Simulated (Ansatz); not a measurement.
La₂O₃

Input

```
crystal:
  lattice:
    - [4.0138035754, 0.0, 0.0]
    - [-2.0069017877, 3.4760558621, 0.0]
    - [0.0, 0.0, 5.9677428257]
  atoms:
    - { symbol: La, position: [0.6666666667, 0.3333333333, 0.7547594799] }
    - { symbol: La, position: [0.3333333333, 0.6666666667, 0.2452405201] }
    - { symbol: O, position: [0.6666666667, 0.3333333333, 0.3506514336] }
    - { symbol: O, position: [0.3333333333, 0.6666666667, 0.6493485664] }
    - { symbol: O, position: [0.0, 0.0, 0.0] }
kpoints:
  mp_grid: { grid: [12, 12, 4] }
  band_path:
    path:
      - [0.0, 0.0, 0.0]
      - [0.5, 0.0, 0.0]
      - [0.3333333333, 0.3333333333, 0.0]
      - [0.0, 0.0, 0.5]
      - [0.5, 0.0, 0.5]
      - [0.3333333333, 0.3333333333, 0.5]
      - [0.0, 0.5, 0.5]
    npoints: 1
hamiltonian:
  xc: r2scan
scf:
  occupations: { method: fixed }
  n_extra_bands: 5
output:
  forces: true
  stress: true
  eigenvalues: true
  write_density: true
  write_potential: true
  elf: true
  volumetric_format: npy
```

Command:

```sh
ansatz run input.yaml --threads 2 --pin off --max-ram 29491MiB --backend cpu --events-out ev --progress --plain --runs-dir out
```

Below, planes, directions and counts refer to the conventional cell (a = 4.01 Å, b = 4.01 Å, c = 5.97 Å, α = 90.00°, β = 90.00°, γ = 120.00°).

Space group P-3m1; a structure from a database of computed crystals, not necessarily the ambient phase; started from the database structure prototype, which need not be the ambient phase; changed on purpose from its base cell (epitaxial xy strain +2.0%); computed pressure about −3 GPa in this cell.

The calculation used DFT, r2SCAN, plane waves, PAW (Ansatz).

The density is the valence pseudo-density of a PAW calculation; it isn't the true density close to the nuclei.

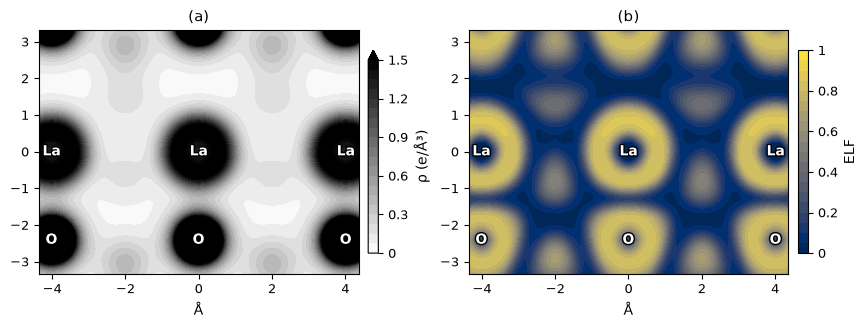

Figure 1. (a) valence pseudo-density; (b) electron localisation function on the (100) plane of the conventional cell.

**Describe what can be read from this map.**

Atoms in the plane: La and O. La–O (2.41 Å): ρ is about 0.46 e/Å³ halfway; the ELF is about 0.25 at the midpoint; a largely ionic contact. Between the atoms the lowest density in this plane is 0.05 e/Å³. The features right at La lie inside the PAW spheres, where the map follows smoothed inner orbitals and isn't to be read closely.

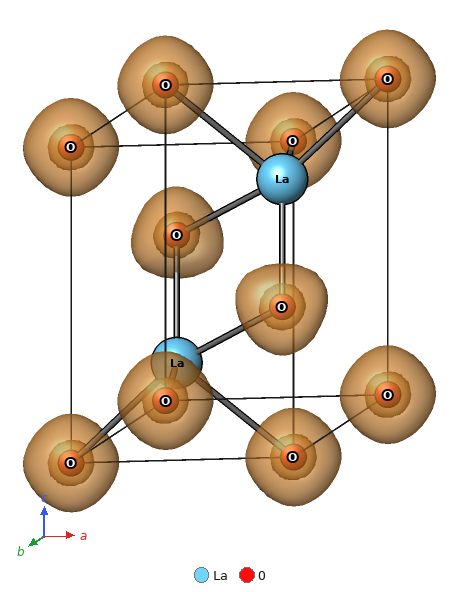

Figure 2. Isosurface of the ELF at 0.75 (orange), seen at an oblique angle. Only the valence region is drawn (cores and ρ < 0.01 e/Å³ removed). Sticks mark near contacts.

**What do the ELF domains correspond to?**

At this value the surface marks out three regions wrapped around O (the valence shell of each), counted in one cell of 5 atoms. Any copies at cell faces, edges or corners count once. Profiles from the grid: La–O (2.40 Å): the ELF is about 0.25 at the midpoint; a closed-shell, largely ionic contact. La–O (2.74 Å): the ELF is about 0.15 at the midpoint: a largely ionic contact.

**Does the calculation make it a metal, or give it a gap?**

It is gapped, with a Kohn–Sham gap of 4.0 eV on the k-point mesh (the band edges may lie off the mesh, which would make the gap smaller).
